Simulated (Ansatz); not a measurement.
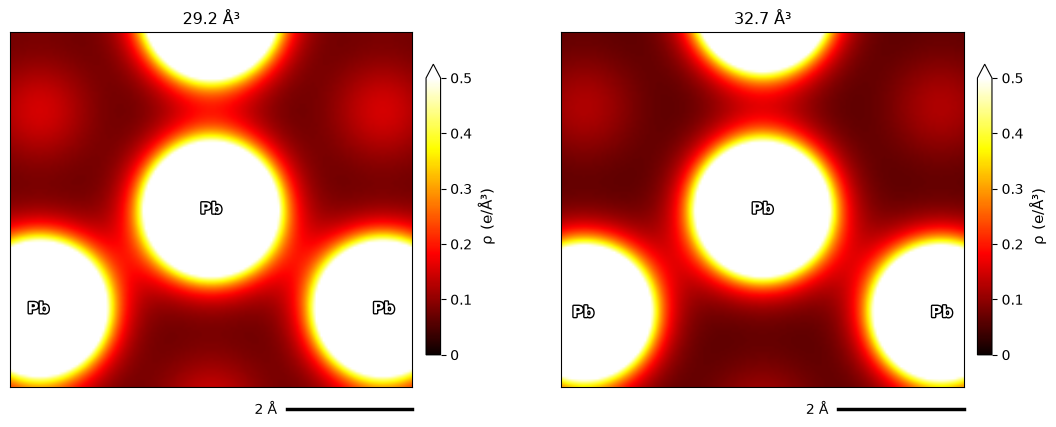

Pb. The valence pseudo-density of cells scaled evenly to different volumes (given per atom above each panel), on the (001) plane of each (indices in the axes of the cell below), at one length scale and on one colour scale.

A generated structure, not necessarily the stable one.

Computed with DFT, LDA (PW92), plane waves (420 eV) with PAW, scalar-relativistic (Ansatz 0.2.0).

The density is the valence pseudo-density of a PAW calculation; it isn't the true density close to the nuclei.

The largest cell:

```xyz
3
Lattice="5.7130 0.0000 0.0000 -2.8565 4.9476 0.0000 0.0000 0.0000 3.4710" Properties=species:S:1:pos:R:3 pbc="T T T"
Pb    0.0000    0.0000    0.0000
Pb    0.0000    3.2984    1.7355
Pb    2.8566    1.6492    1.7355
```

| volume (Å³/atom) | Pb–Pb contact in the plane (Å) | ρ at its midpoint (e/Å³) | 
| --- | --- | --- |
| 29.20 | 3.176 | 0.198 | 
| 31.54 | 3.259 | ? | 
| 32.70 | 3.298 | 0.164 | 

> What values belong in the row with question marks?

Over the known rows ln ρ falls by 1.54 per Å of Pb–Pb distance (the line through the two), which gives 0.174 e/Å³ at 3.259 Å; the calculation gives 0.174 e/Å³.
